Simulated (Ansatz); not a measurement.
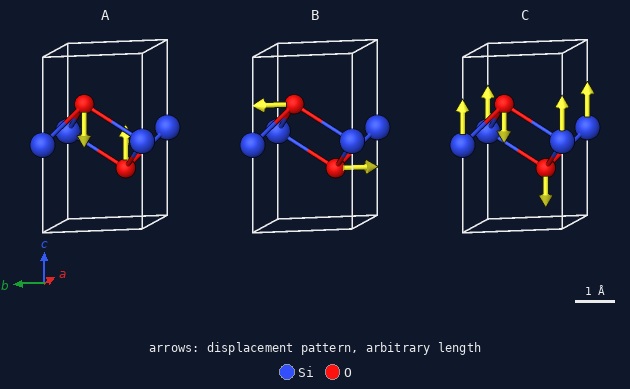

Modes of crystalline SiO₂ (a generated structure), space group P-3m1 (No. 164), at the zone centre (one member of each degenerate set). The yellow arrows give the relative displacements of the atoms. A ball-and-stick model of the cell of the calculation, seen from a free direction.

Computed with Ansatz, DFT PBE+D3(BJ), scalar-relativistic, plane waves, PAW.

Frequencies are those without the non-analytic (LO–TO) term.

Q: Which are infrared-active and which Raman-active?

A: A is A₁g, Raman-active by symmetry (693 cm⁻¹). B is E_g, Raman-active by symmetry (539 cm⁻¹). C is A₂u, infrared-active by symmetry (838 cm⁻¹). The crystal has a centre of inversion, so no mode is both.
